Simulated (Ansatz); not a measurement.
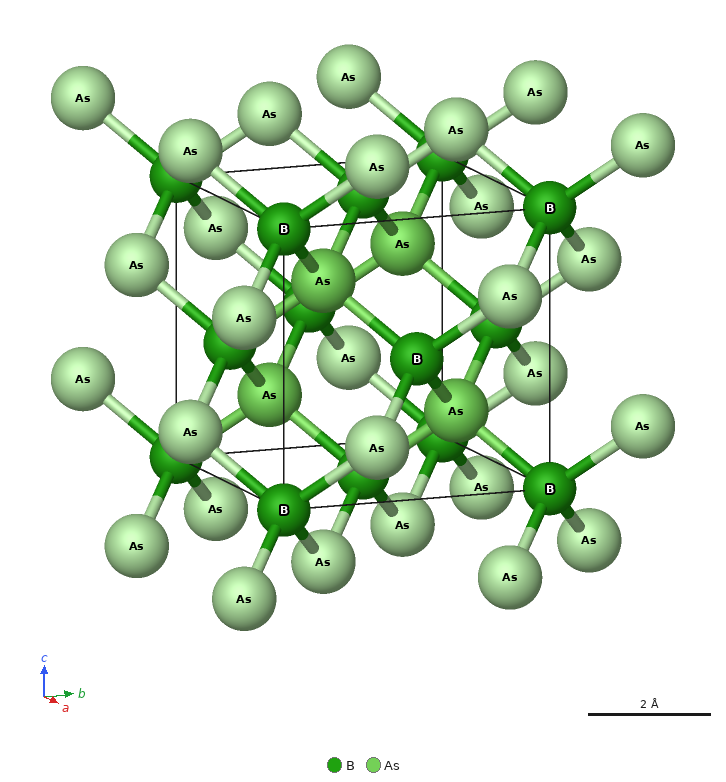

The structure as given in the input (ball-and-stick view of the cell 4 times as large as that of the calculation, set on its symmetry axes, seen slightly off an axis; neighbours outside the cell are drawn fainter).

## Run report: BAs, field-gradient calculation

BAs (F-43m, 2 atoms in the cell), computed with DFT, PBE, PAW with Ansatz's default frozen-core files, scalar-relativistic, no spin polarisation (Ansatz 0.2.0).

The structure derives from an entry of the Crystallography Open Database. Its volume is 0.96 times that of the source entry. It belongs to a series of runs on one base structure; here: volume scaled by 0.96, PAW files.

## Output
```
Engine: ansatz 0.2.0, x86_64-unknown-linux-gnu
Pseudopotentials: kind: paw
Pseudopotential: B, paw, valence charge 3, recommended cutoff 420 eV (normal), B.paw.azcp
Pseudopotential: As, paw, valence charge 15, recommended cutoff 420 eV (normal), As.paw.azcp
Functional definition: PBE
  parameter kappa = 0.804
  parameter beta = 0.06672455060314922
  exchange = pbe_x(kappa = kappa, mu = beta*pi^2/3)
  correlation = pbe_c(beta = beta)
Crystal: 2 atoms, lattice volume = 26.162 Å³
Basis set: ecut = 420 eV, 531 PW (Γ), exchange–correlation on 48×48×48 points (8 copies of the dense FFT grid, shifted against one another)
Bands: 13, of which v1, the nominal top of the filled ones, is band 9 counted from 1 (8 counted from 0)
Symmetry: 24 space group operations
Space group: F-43m (ITA 216), of the structure as read, at distance tolerance 3.0e-5 Å
k-points: 120 of 3375 (time reversal used)
Non-local potential: B, projectors of the file, l = 0: 2, l = 1: 2, l = 2: 1
Non-local potential: As, projectors of the file, l = 0: 2, l = 1: 2, l = 2: 3, l = 3: 1
PAW form: soft (Blöchl's): semilocal exchange-correlation on the pseudo side does not see the compensation charge
PAW one-centre angular grid: B, 110 points (default); XC on 64 Gauss nodes
PAW one-centre angular grid: As, 590 points (default); XC on 64 Gauss nodes
Initial density: superposition of atomic densities (neutral atoms: chi_scale 0, normalization atom), corrected by the library's trained network
Initial wavefunctions: pseudopotential atomic-orbital guess
Functional: x = pbe(κ = 0.804, μ = 0.2195149727645171), c = pbe(β = 0.06672455060314922)
SCF iter   1: F=—  HF=-5012.060773 eV  |F-HF|=—  |Δ(HF+E_count)|=         —  Δρ=9.49e-4  dr2=1.82e-4  ethr=1.77e-3  ⟨swp⟩=5.9  Hψ=8882  notcnv=0
preconditioner: auto → none  [insulator: Δε(μ)=1.143 eV  Ē_g=12.742 eV  σ=0.030 eV  W_gap=1.00  n_scr=8 (ndim 8)  ℏωp=20.5 eV  f_vac=0.000  D(μ)=0.00/eV (n_scr^D=0)  ε∞_Penn≈3.6]
SCF iter   2: F=—  HF=-5012.060974 eV  |F-HF|=—  |Δ(HF+E_count)|=   2.01e-4  Δρ=5.55e-4  dr2=5.50e-5  ethr=1.01e-6  ⟨swp⟩=2.1  Hψ=3603  notcnv=0
SCF iter   3: F=—  HF=-5012.060984 eV  |F-HF|=—  |Δ(HF+E_count)|=   9.53e-6  Δρ=3.19e-4  dr2=1.19e-5  ethr=3.06e-7  ⟨swp⟩=2.0  Hψ=2608  notcnv=0
SCF iter   4: F=—  HF=-5012.061017 eV  |F-HF|=—  |Δ(HF+E_count)|=   3.32e-5  Δρ=7.54e-5  dr2=1.54e-6  ethr=6.63e-8  ⟨swp⟩=2.0  Hψ=2640  notcnv=0
SCF iter   5: F=—  HF=-5012.061015 eV  |F-HF|=—  |Δ(HF+E_count)|=   2.05e-6  Δρ=3.40e-5  dr2=3.65e-7  ethr=8.55e-9  ⟨swp⟩=2.2  Hψ=2509  notcnv=0
SCF iter   6: F=-5012.061015 eV  HF=-5012.061015 eV  |F-HF|=4.56e-8  |Δ(HF+E_count)|=   2.03e-7  Δρ=1.06e-5  dr2=2.17e-8  ethr=5.56e-10  ⟨swp⟩=8.5  Hψ=11072  notcnv=0
SCF 1 converged in 6 iterations: F = -5012.061015 eV  dr2 = 2.17e-8
  greatest PAW one-centre occupation: 0.999 electrons in one spin orbital (limit 2), on the As atom at site 1 (counted from 0), in its partial waves of l = 2
SCF converged after 6 iterations
Free energy (F): -5012.061015 eV
Harris-Foulkes:  -5012.061015 eV  (|F-HF|=4.56e-8)
Internal energy: -5012.061015 eV  (E = F + TS)
E sigma→0 (E₀):  -5012.061015 eV
Fermi energy:    12.350523 eV
--- Per-component energies (eV) ---
  E_band       = -200.299039
  E_kinetic    = 153.912755
  E_local      = -1657.921099  (includes V_loc(G=0)·N_el)
  E_nonlocal   = -657.710033
  E_hartree    = 926.501305
  E_xc         = -112.102872
  E_vxc        = -118.547864  (∫ρ·V_xc dr)
  E_paw        = -1915.322389  (= ΣΔE_a)
  E_vpaw       = 226.971348  (= ΣTr[D̂ρ^β])
  E_aug_tail   = 0.000006  (compensation charges beyond the density's cutoff)
  E_ewald      = -1749.418689
  E_smearing   = -0.000000  (= −TS)
  E_closure    = -0.000000  (closes the sum)
  Σ components = -5012.061015   (vs F -5012.061015, Δ=0.00e0)
--- Forces (eV/Å), atoms counted from 1 ---
  atom   1  B     -0.00000000     0.00000000     0.00000000
  atom   2  As    -0.00000000     0.00000000    -0.00000000
  max |Σ_I F_I| component: 5.24e-16 eV/Å
--- Stress (GPa, compression-positive) ---
        9.093791       0.000000      -0.000000
        0.000000       9.093791       0.000000
       -0.000000       0.000000       9.093791
  P = ⅓ Tr σ = 9.0938 GPa (90.938 kbar)
--- PAW observables at the nuclei: V_zz in 10²¹ V/m², potentials from the cell's mean, atoms counted from 1 ---
  atom   1  B  V_zz =    -0.000000   η = 0.0000   by run symmetry: forbidden
            electrostatic potential = -327.654640 V   contact ρ = 486.258931 e/Å³
  atom   2  As V_zz =    -0.000000   η = 0.0000   by run symmetry: forbidden
            electrostatic potential = -4516.966220 V   contact ρ = 235479.396503 e/Å³
--- Band table (eV; the first three rows and the last of 120) ---
  k-point 0: bands = ["-24.0793", "-24.0793", "-24.0793", "-24.0532", "-24.0532", "-3.9931", "11.7895", "11.7895", "11.7895", "15.1231", "15.1231", "15.1231", "16.9875"]
  k-point 1: bands = ["-24.0791", "-24.0788", "-24.0788", "-24.0532", "-24.0532", "-3.9172", "11.0674", "11.6371", "11.6371", "15.2948", "15.3231", "15.3231", "17.3545"]
  k-point 2: bands = ["-24.0786", "-24.0777", "-24.0777", "-24.0532", "-24.0532", "-3.6908", "9.5843", "11.2817", "11.2817", "15.3342", "15.7897", "15.7897", "18.2832"]
  k-point 119: bands = ["-24.0755", "-24.0705", "-24.0611", "-24.0564", "-24.0497", "0.5318", "3.5641", "5.8850", "6.6582", "16.6657", "17.9546", "18.8639", "19.4369"]
```

## File rho_z.tsv
```
# z_ang	rho[e/angstrom^3]
# format = ansatz-planar-average/11
# lattice	0.000000000	2.356219016	2.356219016
# lattice	2.356219016	0.000000000	2.356219016
# lattice	2.356219016	2.356219016	0.000000000
# sites	2
# site	5	0.000000000	0.000000000	0.000000000
# site	33	3.534328524	3.534328524	3.534328524
0.000000	4.772997e-1
0.138842	3.946215e-1
0.277683	3.383300e-1
0.416525	2.944706e-1
0.555366	2.576740e-1
0.694208	2.273592e-1
0.833049	2.045610e-1
0.971891	1.903989e-1
1.110732	1.854980e-1
1.249574	1.898578e-1
1.388415	2.040368e-1
1.527257	2.329180e-1
1.666098	2.917132e-1
1.804940	4.107367e-1
1.943782	6.298740e-1
2.082623	9.701183e-1
2.221465	1.388148e0
2.360306	1.758325e0
2.499148	1.929111e0
2.637989	1.828681e0
2.776831	1.520143e0
2.915672	1.147054e0
3.054514	8.297456e-1
3.193355	6.115940e-1
```

## File v_z.tsv
```
# z_ang	v_es[eV]	v_tot[eV]
# format = ansatz-planar-average/11
# xc	pbe
# density_cutoff_ev	1680
# datasets	B=:simpson_from_first_knot:soft	As=:simpson_from_first_knot:soft
# lattice	0.000000000	2.356219016	2.356219016
# lattice	2.356219016	0.000000000	2.356219016
# lattice	2.356219016	2.356219016	0.000000000
# sites	2
# site	5	0.000000000	0.000000000	0.000000000
# site	33	3.534328524	3.534328524	3.534328524
0.000000	8.981771e-1	-1.122445e1
0.138842	2.252919e0	-9.330163e0
0.277683	4.291152e0	-6.661943e0
0.416525	6.547290e0	-3.768619e0
0.555366	8.652329e0	-1.091531e0
0.694208	1.040161e1	1.155694e0
0.833049	1.161918e1	2.772692e0
0.971891	1.223312e1	3.655011e0
1.110732	1.235423e1	3.904616e0
1.249574	1.201225e1	3.542139e0
1.388415	1.113340e1	2.490004e0
1.527257	9.897754e0	9.430509e-1
1.666098	8.701912e0	-6.910106e-1
1.804940	7.876511e0	-2.088135e0
1.943782	7.524187e0	-3.115851e0
2.082623	7.523423e0	-3.801269e0
2.221465	7.641947e0	-4.294232e0
2.360306	7.629129e0	-4.810718e0
2.499148	7.184518e0	-5.632704e0
2.637989	6.098641e0	-6.954309e0
2.776831	4.465772e0	-8.671286e0
2.915672	2.672492e0	-1.040653e1
3.054514	1.219879e0	-1.166744e1
3.193355	5.449049e-1	-1.201592e1
```

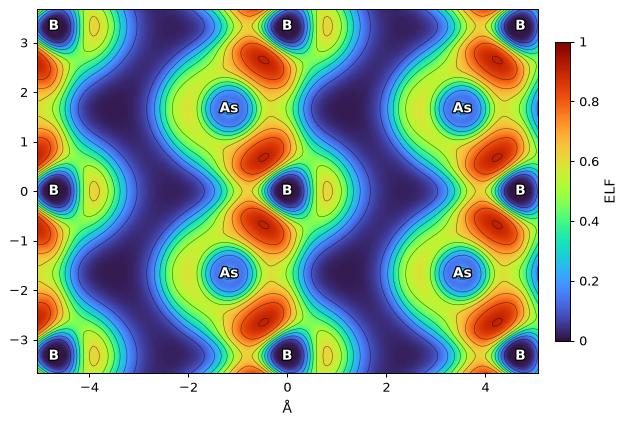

ELF on the (101) plane of the conventional cell. In a PAW calculation such maps are meaningful between the atoms, not at the nuclei.

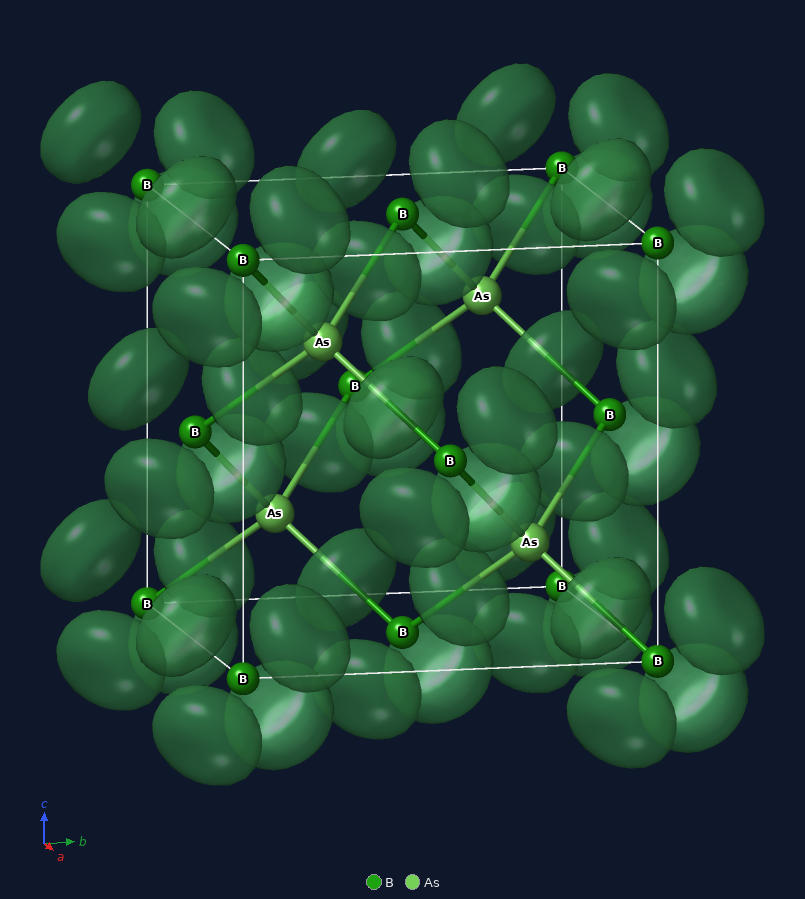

Isosurface of the electron localisation function at 0.7 (green), seen slightly off an axis. Only the valence region is drawn (cores and ρ < 0.01 e/Å³ removed). Sticks mark near contacts. The outline is the cell set on symmetry axes.

This output came from the following input.

## Input
```yaml
crystal:
  lattice:
    - [0.0, 2.3562190158, 2.3562190158]
    - [2.3562190158, 0.0, 2.3562190158]
    - [2.3562190158, 2.3562190158, 0.0]
  atoms:
    - { symbol: B, position: [0.0, 0.0, 0.0] }
    - { symbol: As, position: [0.75, 0.75, 0.75] }
kpoints:
  mp_grid: { grid: [15, 15, 15] }
scf:
  occupations: { method: fermi_dirac, width: 0.03 }
hamiltonian:
  xc: pbe
  pseudopotentials: { kind: paw }
output:
  forces: true
  stress: true
  eigenvalues: true
  efg: { contact_densities: true }
  write_density: true
  write_potential: true
  elf: true
  volumetric_format: npy
```

Launched with:
```bash
ansatz run input.yaml --threads 1 --pin off --max-ram 3072MiB --backend cpu --events-out ev --progress --plain --runs-dir out
```

## Summary

```csv
quantity,value
outcome,converged
space group (tolerance 0.01 Å),F-43m (216)
electrons treated,18
free energy,−5012.0610 eV
Fermi energy,12.351 eV
gap on the k-point mesh,1.14 eV
pressure,9.09 GPa
field gradient V_zz (10²¹ V/m²),zero at all sites
largest force (length of the vector),under 0.001 eV/Å
hardware,"1 thread of Intel Xeon (Sapphire Rapids), 64 GiB of memory available, shared host"
wall time,6.5 s
peak memory,0.43 GiB
```

## Remarks

The cell is under a pressure of 9.1 GPa at this level, so it is not at its equilibrium volume.
